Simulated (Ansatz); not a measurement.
BN (space group P-6m2, No. 187): coordinates from a relaxation with DFT r2SCAN, scalar-relativistic, plane waves, PAW in Ansatz 0.2.0.

```
CELL_PARAMETERS angstrom
2.50071 0.00000 0.00000
-1.25035 2.16568 0.00000
0.00000 0.00000 6.85992
ATOMIC_POSITIONS crystal
B 0.00000 0.00000 0.50000
B 0.33333 0.66667 0.00000
N 0.00000 0.00000 0.00000
N 0.66667 0.33333 0.50000
```

Describe how the polyhedra about B are linked (bonds: B–N below 1.6 Å).

B(1b): BN3 triangle, sharing corners with six neighbours; B(1c): BN3 triangle, sharing corners with six neighbours.

They form layers of corner-sharing triangles parallel to (001).

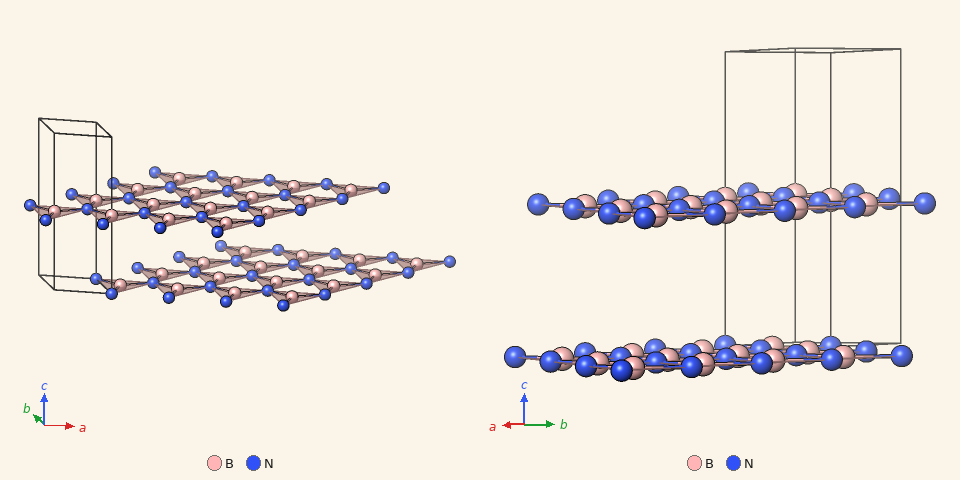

Polyhedra are drawn about B (bonds: B–N below 1.6 Å); other atoms are plain spheres. Two views of the same piece.
